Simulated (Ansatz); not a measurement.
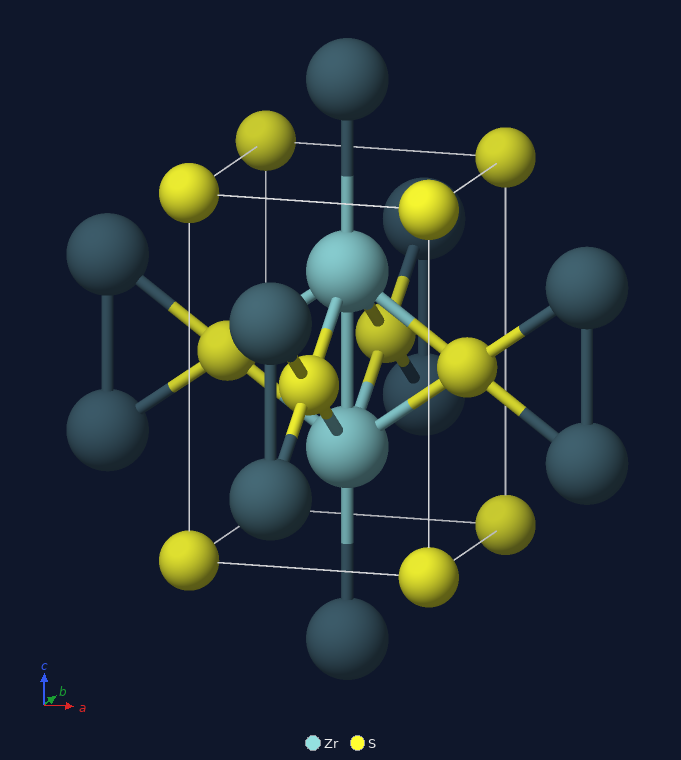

The image is a ball-and-stick drawing of a crystal, viewed slightly off an axis. The frame is the conventional unit cell; atoms at its boundary are shown with their periodic copies. Atoms outside the box are added where they are bonded to one inside, in fainter colours. Cell: a = 4.11 Å, b = 4.11 Å, c = 6.16 Å, α = 90.00°, β = 90.00°, γ = 90.00°.

The structure comes from a random cell made by a generator, so it need not be a real form of the compound. Earlier steps of the study may have refined or changed the cell and positions. An electronic-structure calculation with Ansatz was run on it.

Notes on the structure:

Answer. The material is Zr₂S₃. Symmetry: P4/mmm (No. 123), primitive tetragonal lattice. Cell content 2 Zr, 3 S; Z = 1. Numbers of bonded neighbours, as drawn: Zr 6 and S 0 to 4 (mean 2.7).

Run with DFT PBE, scalar-relativistic, plane waves, PAW in Ansatz and these settings: plane-wave cutoff 420 eV, k-point mesh 10×10×6, Gaussian smearing of 0.1 eV, no spin polarisation.

What is the band gap, if any?

Answer. A metal: bands cross the Fermi level.

How charged are the atoms, by the Bader scheme?

Answer. Zr +1.62 e; S -1.18 to -1.02 e.

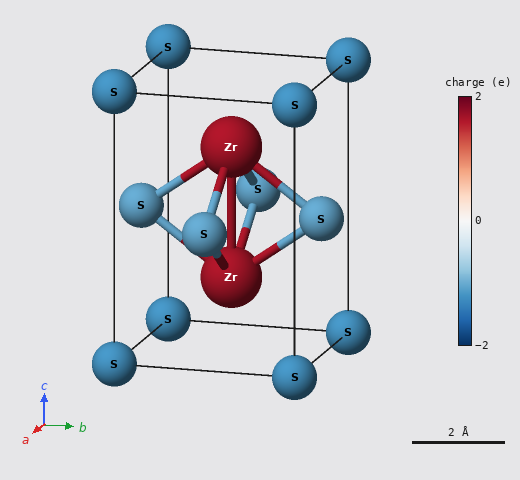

The atoms coloured by those charges. The run's cell of 5 atoms is drawn.

Can this geometry be taken as optimised?

Answer. Yes. All forces vanish to within 0.01 eV/Å. The pressure is 0.0 GPa, close to zero.
